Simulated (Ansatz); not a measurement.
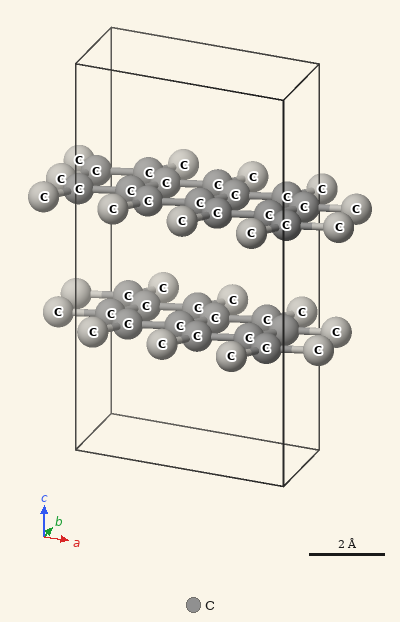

The input geometry (ball-and-stick view of the 3 × 2 repeat of the cell, with the vacuum cut short, seen slightly off an axis; neighbours outside the cell are drawn fainter). An atom can appear more than once, as a periodic image.

C: single-point calculation

C (slab, 4 atoms in the cell), computed with DFT PBE+D3(BJ), scalar-relativistic, plane waves, PAW, PAW set soft_1, no spin polarisation (Ansatz 0.2.0).

The structure derives from an entry of the Crystallography Open Database.

**Input**
```yaml
crystal:
  lattice:
    - [2.4656524409, 0.0, 0.0]
    - [-1.2328262205, 2.1353176508, 0.0]
    - [0.0, 0.0, 17.5000663883]
  atoms:
    - { symbol: C, position: [0.6666666667, 0.3333333333, 0.2571437784] }
    - { symbol: C, position: [0.3333333333, 0.6666666667, 0.2571418816] }
    - { symbol: C, position: [0.6666666667, 0.5, 0.4605734749] }
    - { symbol: C, position: [1.0, 0.1666666667, 0.4605715781] }
basis:
  ecutwfc: 420
kpoints:
  mp_grid: { grid: [15, 15, 1] }
hamiltonian:
  xc: pbe
  pseudopotentials: { kind: paw, azcp: { folder: soft_1 } }
  dispersion: d3bj
scf:
  occupations: { method: gaussian, width: 0.1 }
output:
  forces: true
  eigenvalues: true
  write_density: true
  write_potential: true
  elf: true
  volumetric_format: npy
efield:
  axis: 3
  dipole_correction: true
  ramp_width: 0.04
```

Run on 1 thread of Arm Neoverse N1, 24 GiB of memory available, shared host.

Launched with:
```bash
ansatz run input.yaml --threads 1 --pin off --max-ram 3072MiB --backend cpu --events-out ev --progress --plain --runs-dir out
```

**Log**
```
Engine: ansatz 0.2.0, aarch64-unknown-linux-gnu
Pseudopotentials: kind: paw
Pseudopotential: C, paw, valence charge 4, recommended cutoff 420 eV (normal), [file]
Functional definition: PBE
  parameter kappa = 0.804
  parameter beta = 0.06672455060314922
  exchange = pbe_x(kappa = kappa, mu = beta*pi^2/3)
  correlation = pbe_c(beta = beta)
Crystal: 4 atoms, lattice volume = 92.137 Å³
Basis set: ecut = 420 eV, 1745 PW (Γ), exchange–correlation on 36×36×240 points (8 copies of the dense FFT grid, shifted against one another)
Bands: 12, of which v1, the nominal top of the filled ones, is band 8 counted from 1 (7 counted from 0)
Symmetry: 1 space group operations
k-points: 113 of 225 (time reversal used)
Non-local potential: C, projectors of the file, l = 0: 2, l = 1: 2, l = 2: 1
PAW form: soft (Blöchl's): semilocal exchange-correlation on the pseudo side does not see the compensation charge
PAW one-centre angular grid: C, 110 points (default); XC on 64 Gauss nodes
Initial density: superposition of atomic densities (neutral atoms: chi_scale 0, normalization atom)
Initial wavefunctions: pseudopotential atomic-orbital guess
Functional: x = pbe(κ = 0.804, μ = 0.2195149727645171), c = pbe(β = 0.06672455060314922)
SCF iter   1: F=—  HF=-1006.467528 eV  |F-HF|=—  |Δ(HF+E_count)|=         —  Δρ=7.90e-2  dr2=5.18e0  ethr=3.10e-3  p=0.000 e·Å  D=3.58e-7 V/Å  ΔV_dip=-0.00 eV  dr2_dipole=2.24e-9  V_vac-E_F(+/−)=8.26/8.26 eV  ⟨swp⟩=6.4  Hψ=9361  notcnv=0
efield: sawtooth ramp at fractional position 0.8389 (placed from the atoms, in the widest stretch of the axis that holds none; the zero of the levels goes with the place), width 0.0400; the density the first Hamiltonian is built on has a dipole p = 0.000 e·Å; the dipole correction subtracts the counter field D = 3.58e-7 V/Å, which shifts the + side's vacuum level by -0.00 eV against the − side's; the planar-averaged density in the ramp window peaks in size at 1.1e-6 e/Å³
preconditioner: auto → LDOS  [insulator: Δε(μ)=0.115 eV  Ē_g=16.290 eV  σ=0.100 eV  W_gap=0.58  n_scr=10 (ndim 8)  ℏωp=15.5 eV  f_vac=0.563  D(μ)=0.15/eV (n_scr^D=2)  ε∞_Penn≈1.9  β→1.0]
SCF iter   2: F=—  HF=-1004.622500 eV  |F-HF|=—  |Δ(HF+E_count)|=    1.85e0  Δρ=2.91e-2  dr2=8.93e-1  ethr=3.10e-3  p=0.001 e·Å  D=1.53e-3 V/Å  ΔV_dip=-0.03 eV  dr2_dipole=8.13e-6  V_vac-E_F(+/−)=2.52/2.55 eV  ⟨swp⟩=4.1  Hψ=4844  notcnv=0  defer=1
SCF iter   3: F=—  HF=-1004.224451 eV  |F-HF|=—  |Δ(HF+E_count)|=   3.98e-1  Δρ=3.94e-3  dr2=2.55e-2  ethr=3.10e-3  p=-0.001 e·Å  D=-1.50e-3 V/Å  ΔV_dip=0.03 eV  dr2_dipole=1.15e-5  V_vac-E_F(+/−)=4.56/4.53 eV  ⟨swp⟩=3.1  Hψ=3780  notcnv=0
SCF iter   4: F=—  HF=-1004.219247 eV  |F-HF|=—  |Δ(HF+E_count)|=   5.20e-3  Δρ=2.31e-3  dr2=9.73e-3  ethr=1.59e-4  p=0.001 e·Å  D=1.01e-3 V/Å  ΔV_dip=-0.02 eV  dr2_dipole=1.13e-5  V_vac-E_F(+/−)=4.19/4.21 eV  ⟨swp⟩=2.9  Hψ=3226  notcnv=0
SCF iter   5: F=—  HF=-1004.216826 eV  |F-HF|=—  |Δ(HF+E_count)|=   2.42e-3  Δρ=8.56e-4  dr2=1.07e-3  ethr=6.08e-5  p=0.000 e·Å  D=1.51e-4 V/Å  ΔV_dip=-0.00 eV  dr2_dipole=8.96e-8  V_vac-E_F(+/−)=4.24/4.24 eV  ⟨swp⟩=2.1  Hψ=1855  notcnv=0
SCF iter   6: F=—  HF=-1004.216576 eV  |F-HF|=—  |Δ(HF+E_count)|=   2.50e-4  Δρ=9.75e-5  dr2=2.83e-5  ethr=6.67e-6  p=0.000 e·Å  D=2.14e-4 V/Å  ΔV_dip=-0.00 eV  dr2_dipole=5.43e-7  V_vac-E_F(+/−)=4.25/4.26 eV  ⟨swp⟩=2.4  Hψ=2060  notcnv=0
SCF iter   7: F=—  HF=-1004.216584 eV  |F-HF|=—  |Δ(HF+E_count)|=   8.77e-6  Δρ=2.36e-5  dr2=3.92e-7  ethr=1.77e-7  p=-0.000 e·Å  D=-2.66e-5 V/Å  ΔV_dip=0.00 eV  dr2_dipole=9.54e-9  V_vac-E_F(+/−)=4.26/4.26 eV  ⟨swp⟩=2.2  Hψ=2035  notcnv=0
SCF iter   8: F=—  HF=-1004.216585 eV  |F-HF|=—  |Δ(HF+E_count)|=   1.62e-7  Δρ=7.26e-6  dr2=1.14e-7  ethr=6.25e-10  p=0.000 e·Å  D=5.12e-5 V/Å  ΔV_dip=-0.00 eV  dr2_dipole=2.61e-8  V_vac-E_F(+/−)=4.26/4.26 eV  ⟨swp⟩=14.5  Hψ=13459  notcnv=0
SCF iter   9: F=-1004.216585 eV  HF=-1004.216585 eV  |F-HF|=2.67e-8  |Δ(HF+E_count)|=   5.76e-9  Δρ=4.73e-6  dr2=3.15e-8  ethr=6.25e-10  p=-0.000 e·Å  D=-9.53e-6 V/Å  ΔV_dip=0.00 eV  dr2_dipole=9.42e-10  V_vac-E_F(+/−)=4.26/4.26 eV  ⟨swp⟩=10.7  Hψ=9758  notcnv=0
SCF 1 converged in 9 iterations: F = -1004.216585 eV  dr2 = 3.15e-8
  greatest PAW one-centre occupation: 0.673 electrons in one spin orbital (limit 2), on the C atom at site 0 (counted from 0), in its partial waves of l = 0
```

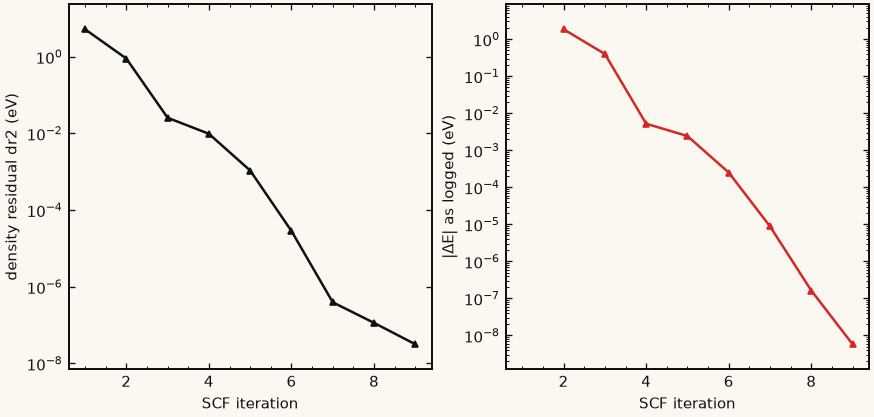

Convergence of the self-consistent field: density residual dr2 and size of the energy change against the SCF iteration. The residual falls at every step.

```
WARN: The output density's exchange-correlation potential varies sharply where the density is thin. Do not read a vacuum level from v_tot or v_xc, or from such a field of the output density. On a cell that repeats whose density bears no net charge and no dipole along the vacuum's axis use v_es (v_loc + v_h of the components); under efield.dipole_correction with no amplitude use v_es + v_field, which holds any external_charges[].barrier, or the levels of the report's work_function block, which leave it out; under a non-zero efield.amplitude the vacuum is tilted and has no level; on a cell that repeats and bears such a dipole with no correction it is tilted too, and efield.dipole_correction with no amplitude gives each side of its ramp a level where efield: is served; in a cell that repeats whose density bears a net charge (total_charge, or a fill off its count) it is curved and has none; of a slab under crystal.periodic whose density bears no net charge use v_es, which has a level on each side, short of where the two are joined; of another it falls or rises all the way out and has none; of a slab beside external_charges read slab_vacuum_level instead, which it has where they leave it neutral. The grid or the basis barely resolves most such structure, and the values can differ between equally converged runs; as a rule a tighter scf.convergence.dr2_threshold does not remove it. Where the density itself ripples (under the LDA too) a higher basis.ecutwfc lessens it. The files hold the spikes' plane waves up to the density's cutoff. Files: v_tot_of_output_density and the like, and their columns of v_z.tsv (output.write_potential); v_xc_of_output_density and the like, and their columns of v_comp_z.tsv (output.write_potential_components). Measured: with its Gaussian average of σ = 0.25 Å subtracted twice, the exchange-correlation potential is over 0.1 eV at 3 of the grid points where the equally averaged density (valence and model cores) is under 1e-3 e/Å³, and 0.140 eV at the most among them, at an averaged density of 2.5e-7 e/Å³. The input density's (outcome.potential() and, of a run that writes arrays, v_tot and v_xc) is over 0.1 eV, so measured, at 4 points of its own thin density, 0.191 eV at the most. See output.write_potential in the manual, Limitations
SCF converged after 9 iterations
Free energy (F): -1004.216585 eV
Harris-Foulkes:  -1004.216585 eV  (|F-HF|=2.67e-8)
Internal energy: -1004.216033 eV  (E = F + TS)
E sigma→0 (E₀):  -1004.216309 eV
Entropy (-TS):   -0.000551 eV (-0.138 meV/atom)
Fermi energy:    0.062939 eV
Dipole field:    D = 0.000051 V/Å  (p = 0.000026 e·Å, saw-weighted, corrected)
Work function:   Φ+ = 4.2630 eV   Φ− = 4.2639 eV
Levels:          The Fermi level and band energies are counted from a zero that moves with the ramp; work functions are not
--- Per-component energies (eV) ---
  E_band       = -145.274583
  E_kinetic    = 353.915034
  E_local      = -5838.309410  (includes V_loc(G=0)·N_el)
  E_nonlocal   = 93.736673
  E_hartree    = 2753.972636
  E_xc         = -187.765922
  E_vxc        = -231.207236  (∫ρ·V_xc dr)
  E_paw        = -400.387663  (= ΣΔE_a)
  E_vpaw       = -31.357563  (= ΣTr[D̂ρ^β])
  E_aug_tail   = 0.000065  (compensation charges beyond the density's cutoff)
  E_efield     = 0.000000  (sawtooth field / dipole correction)
  E_vefield    = 0.000000  (∫n·V_field dr)
  E_ewald      = 2221.082985
  E_disp       = -0.460431  (pairwise vdW)
  E_smearing   = -0.000551  (= −TS)
  E_closure    = -0.000000  (closes the sum)
  Σ components = -1004.216585   (vs F -1004.216585, Δ=0.00e0)
--- Forces (eV/Å), atoms counted from 1 ---
  atom   1  C     -0.00208851     0.00195390     0.01942623
  atom   2  C     -0.00208866     0.00054297     0.01292638
  atom   3  C      0.00208273    -0.00196196    -0.02058390
  atom   4  C      0.00209426    -0.00053403    -0.01185788
  max |Σ_I F_I| component: 8.92e-5 eV/Å
--- Band table (eV; the first three rows and the last of 113) ---
  k-point 0: bands = ["-19.5043", "-19.4108", "-7.9074", "-7.1923", "-2.9732", "-2.9701", "-2.9692", "-2.9657", "3.4198", "3.8963", "4.7825", "6.4418"]
  k-point 1: bands = ["-19.3991", "-19.3062", "-7.7803", "-7.0682", "-3.3977", "-3.3918", "-3.1960", "-3.1880", "3.5612", "4.0390", "4.9251", "6.5738"]
  k-point 2: bands = ["-19.0841", "-18.9930", "-7.4010", "-6.6983", "-4.5302", "-4.5168", "-3.7610", "-3.7515", "3.9853", "4.4665", "5.3531", "6.9679"]
  k-point 112: bands = ["-15.1357", "-15.0698", "-12.0283", "-11.9784", "-6.6054", "-6.5919", "-3.0129", "-2.5641", "2.2891", "2.6587", "7.9302", "7.9959"]
```

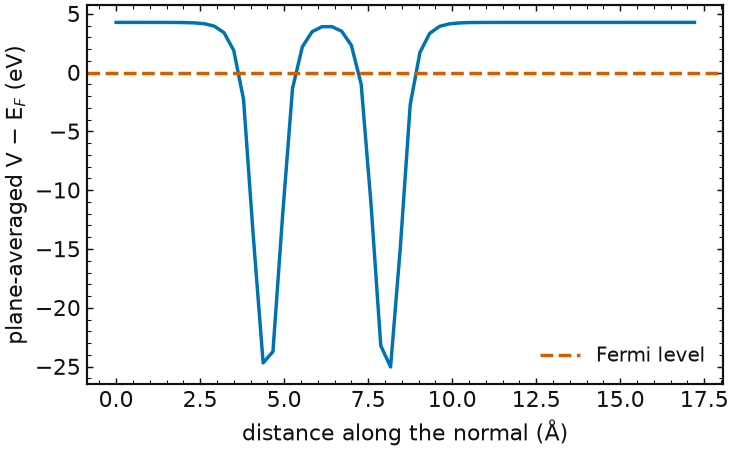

Plane average of the electrostatic potential energy of an electron across the cell, from the Fermi level. The vacuum level lies 4.26 eV above the Fermi level.

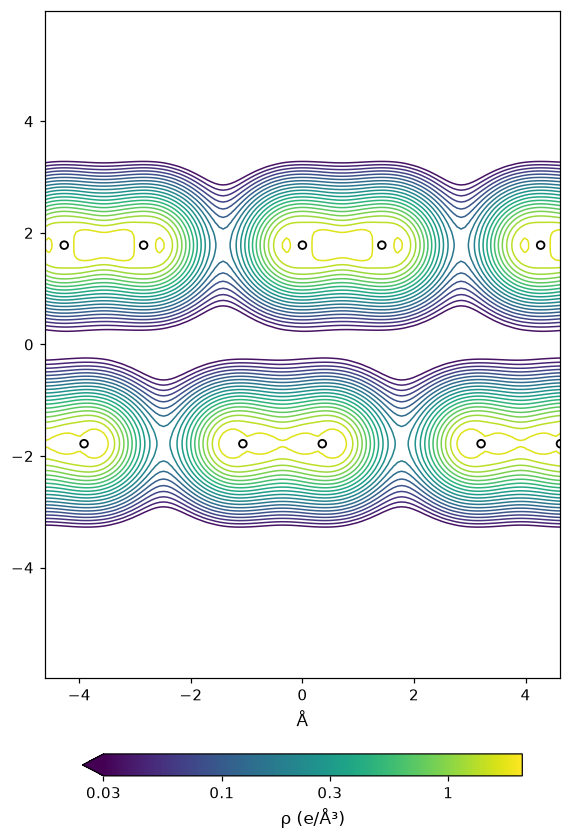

Valence electron density on the (110) plane of the calculation cell, a cut from vacuum to vacuum. Circles mark the nuclei in the plane (C). The section cuts through C sites. C–C (1.42 Å): ρ at the midpoint is about 2 e/Å³, a local maximum along the line. The density dies away to nearly zero in the vacuum. In a PAW calculation such maps are meaningful between the atoms, not at the nuclei.

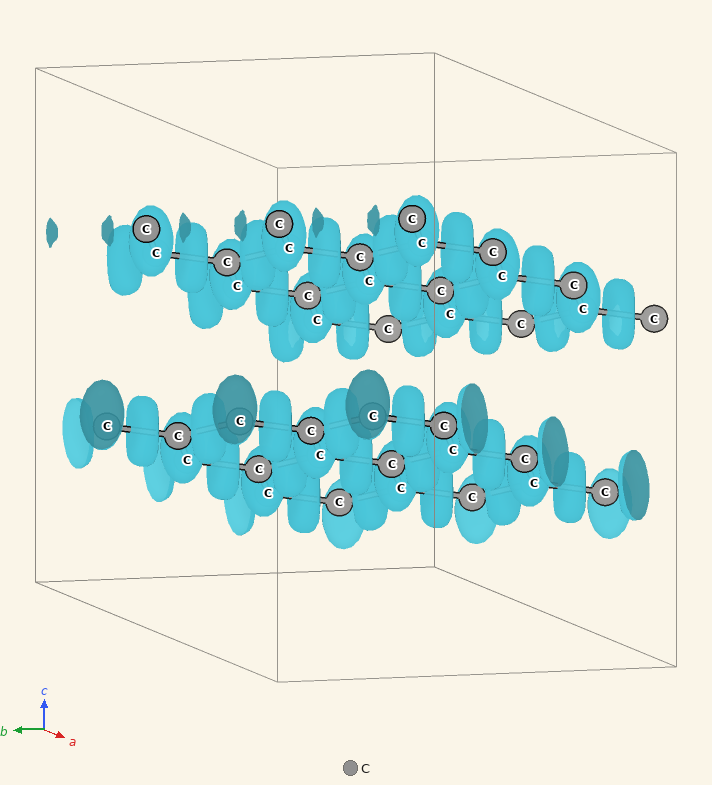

Isosurface of the electron localisation function at 0.8 (cyan), seen at an oblique angle. Core shells and regions of very low density are left out. Sticks mark near contacts. The ELF exceeds this value in six regions between bonded C–C atoms (shared pairs), counted in one cell of 4 atoms. Along the contacts the grid gives the following.

**Summary**

- outcome: converged
- electrons treated: 16
- free energy: −1004.2166 eV
- work function, top face: 4.26 eV
- work function, bottom face: 4.26 eV
- Fermi energy: 0.063 eV
- gap on the k-point mesh: 0.16 eV
- work function (upper face): 4.26 eV
- largest force (length of the vector): 0.021 eV/Å
- wall time: 41 s
- peak memory: 0.41 GiB

Warnings of the run: the exchange-correlation potential is rough where the density is thin.
